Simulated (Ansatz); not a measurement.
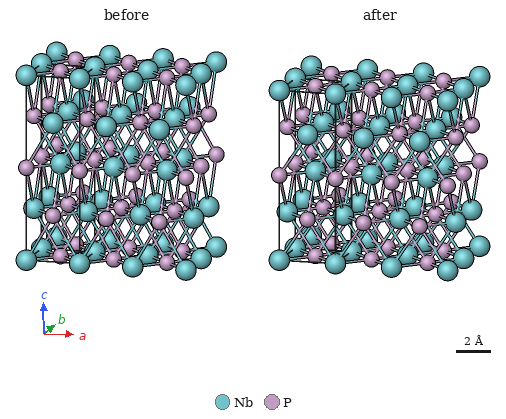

The structure of a crystal of NbP (set up in I4_1/amd) before (left) and after (right) a relaxation, at one scale.

The picture is a ball-and-stick view of the conventional cell (2 times the calculation's cell), repeated 3 × 2 × 1 with one cell outlined, seen slightly off an axis. Lengths and directions refer to the drawn axes.

Method: DFT, PAW plane waves, PBE (Ansatz).

Input file:
```yaml
crystal:
  lattice:
    - [0.0, 3.326865, 0.0]
    - [3.326865, 0.0, 0.0]
    - [1.663433, 1.663433, -5.693192]
  atoms:
    - { symbol: Nb, position: [0.0, 0.0, 0.0] }
    - { symbol: Nb, position: [0.75, 0.25, 0.5] }
    - { symbol: P, position: [0.5, 0.5, 0.0] }
    - { symbol: P, position: [0.25, 0.75, 0.5] }
  symmetry: { tolerance: 0.0003 }
kpoints:
  mp_grid: { grid: [6, 6, 6], shift: [0, 0, 0] }
magnetization:
  spin_polarized: false
scf:
  occupations: { method: fermi_dirac }
hamiltonian:
  pseudopotentials: { kind: paw }
  xc: pbe
basis:
  ecutwfc: 420
output:
  forces: true
  stress: true
  eigenvalues: true
relax:
  max_steps: 40
  cell: {}
```

Command:
```bash
ansatz run input.yaml --threads 1 --pin off --max-ram 2560MiB --backend cpu --events-out ev --progress --plain --runs-dir out
```

> Describe what moved and what it gained.

No atom moves by more than 0.005 Å relative to the cell. Cell: a = b 3.327 → 3.508 Å (+5.4 %), c 11.386 → 10.450 Å (−8.2 %). Volume +2.0 %. Some distances before and after: Nb1–Nb2 3.297 → 3.147 Å, Nb1–P4 3.297 → 3.147 Å, Nb1–P3 2.352 → 2.480 Å. The space group stays I4_1/amd (No. 141). Over 5 accepted moves (6 points after the start) the energy falls by 0.820 eV per cell of the calculation. All forces vanish by symmetry, so only the cell relaxes. Pressure: 18.91 GPa at the start and 0.02 GPa at the end. At 1 point the geometry stayed and the basis and grid were re-selected for the new cell (energy shift of 1.3 meV per cell of the calculation at most each time).
